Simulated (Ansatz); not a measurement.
System: Si$_{32}$Ni (cell with a defect).

Input

```
crystal:
  lattice:
    - [-5.4696767048, 5.4696767048, -5.4696767048]
    - [5.4696767048, 5.4696767048, 5.4696767048]
    - [5.4696767048, -5.4696767048, -5.4696767048]
  atoms:
    - { symbol: Si, position: [0.25, 0.75, 0.75] }
    - { symbol: Si, position: [0.0, 0.0, 0.75] }
    - { symbol: Si, position: [0.5, 0.75, 0.5] }
    - { symbol: Si, position: [0.75, 0.25, 0.75] }
    - { symbol: Si, position: [0.25, 0.0, 0.5] }
    - { symbol: Si, position: [0.5, 0.5, 0.75] }
    - { symbol: Si, position: [0.0, 0.25, 0.5] }
    - { symbol: Si, position: [0.75, 0.75, 0.25] }
    - { symbol: Si, position: [0.5, 0.0, 0.25] }
    - { symbol: Si, position: [0.75, 0.5, 0.5] }
    - { symbol: Si, position: [0.0, 0.75, 0.0] }
    - { symbol: Si, position: [0.25, 0.25, 0.25] }
    - { symbol: Si, position: [0.0, 0.5, 0.25] }
    - { symbol: Si, position: [0.75, 0.0, 0.0] }
    - { symbol: Si, position: [0.5, 0.25, 0.0] }
    - { symbol: Si, position: [0.25, 0.5, 0.0] }
    - { symbol: Si, position: [0.25, 0.5, 0.75] }
    - { symbol: Si, position: [0.0, 0.75, 0.75] }
    - { symbol: Si, position: [0.5, 0.5, 0.5] }
    - { symbol: Si, position: [0.75, 0.0, 0.75] }
    - { symbol: Si, position: [0.25, 0.75, 0.5] }
    - { symbol: Si, position: [0.5, 0.25, 0.75] }
    - { symbol: Si, position: [0.0, 0.0, 0.5] }
    - { symbol: Si, position: [0.75, 0.5, 0.25] }
    - { symbol: Si, position: [0.5, 0.75, 0.25] }
    - { symbol: Si, position: [0.75, 0.25, 0.5] }
    - { symbol: Si, position: [0.0, 0.5, 0.0] }
    - { symbol: Si, position: [0.25, 0.0, 0.25] }
    - { symbol: Si, position: [0.0, 0.25, 0.25] }
    - { symbol: Si, position: [0.75, 0.75, 0.0] }
    - { symbol: Si, position: [0.5, 0.0, 0.0] }
    - { symbol: Si, position: [0.25, 0.25, 0.0] }
    - { symbol: Ni, position: [0.0231589207, 0.0143409185, 0.007889114], spin: 2.0 }
basis:
  ecutwfc: 420
  xc_grid: 2
kpoints:
  mp_grid: { grid: [2, 2, 2], shift: [0.5, 0.5, 0.5] }
hamiltonian:
  xc: pbe
scf:
  occupations: { method: gaussian, width: 0.02 }
output:
  forces: true
  stress: false
  eigenvalues: true
  populations: true
  write_density: true
  write_potential: true
  elf: true
  volumetric_format: npy
magnetization:
  spin_polarized: true
relax:
  adjacent_minimum: "off"
  f_tol: 0.02
  max_steps: 60
```

Launched as:

```sh
ansatz run input.yaml --threads 4 --pin off --max-ram 10240MiB --backend cpu --events-out ev --progress --plain --runs-dir out
```

The fields are those of the relaxed geometry.

The program warned that a starting moment wasn't kept; spin-polarised, but the moments vanished.

Level of theory: DFT PBE, scalar-relativistic, plane waves, PAW in Ansatz.

**What will maps of the valence pseudo-density and electron localisation function show?**

Si–Ni (2.31 Å): the density is about 0.46 e/Å³ at the midpoint; the ELF peaks at about 0.65 in the valence shell of Si, 0.9 Å from its nucleus, and is about 0.45 at the midpoint.
Si–Si (2.34 Å): the density is about 0.57 e/Å³ at the midpoint; the ELF peaks at about 0.95 between the atoms.
Si–Ni (2.38 Å): the density is about 0.41 e/Å³ at the midpoint; the ELF peaks at about 0.65 in the valence shell of Si, 0.9 Å from its nucleus, and is about 0.40 at the midpoint.

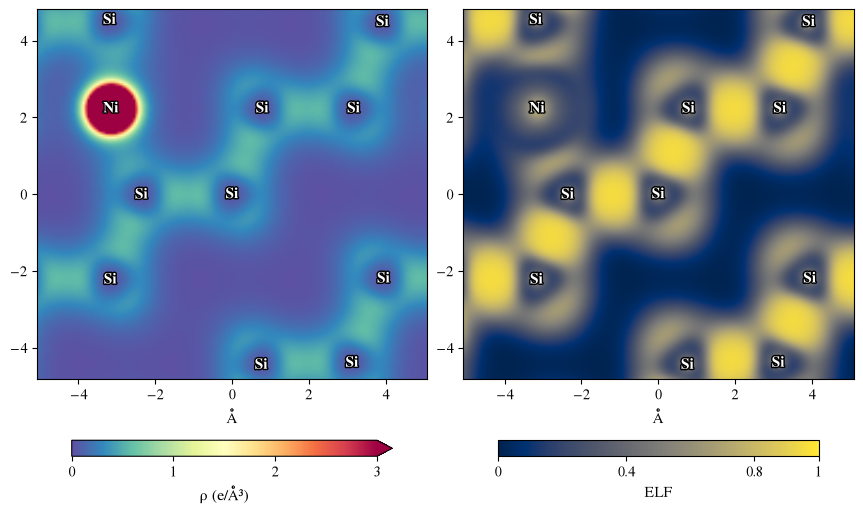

Computed valence pseudo-density and electron localisation function on the (011̄) plane of the calculation cell, in this order. 

Core electrons are frozen (PAW), and the valence fields are smoothed inside the atomic spheres.
